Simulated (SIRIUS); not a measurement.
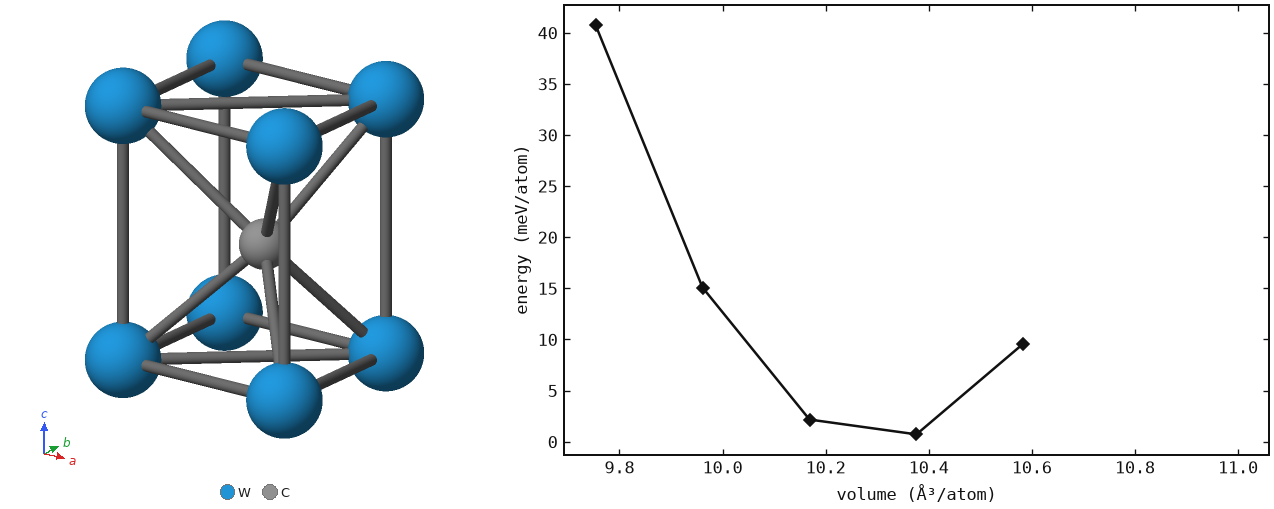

The plot gives the computed energy against volume for WC, space group P-6m2 (No. 187). The conventional cell is drawn beside the plot.

Cell as given: a = 2.906 Å, b = 2.907 Å, c = 2.837 Å, α = 90.00°, β = 90.00°, γ = 120.00°; 2 atoms.

Computed with SIRIUS 7.12.0: plane-wave DFT, no spin polarisation; energies at scaled volumes of the given cell, shape and fractions fixed, counted from the fit's minimum, third-order Birch-Murnaghan fit. Level: PBEsol.

- k mesh: 10×10×9
- occupations: Fermi–Dirac
- smearing width: 0.05 eV
- potentials: dojo sr pbesol 0.4.1 standard
- wave cutoff: 1127 eV
- density cutoff: 4507 eV

The points at volume 10.79 Å³/atom and 11.00 Å³/atom are left out of the plot. What values does the calculation give there?

```json
{"volume (Å³/atom)": "10.79", "energy (meV/atom)": "27.76"}
{"volume (Å³/atom)": "11.00", "energy (meV/atom)": "54.26"}
```

Note: shape and atomic fractions are frozen while scaling, which makes layered, chain and framework solids too stiff.
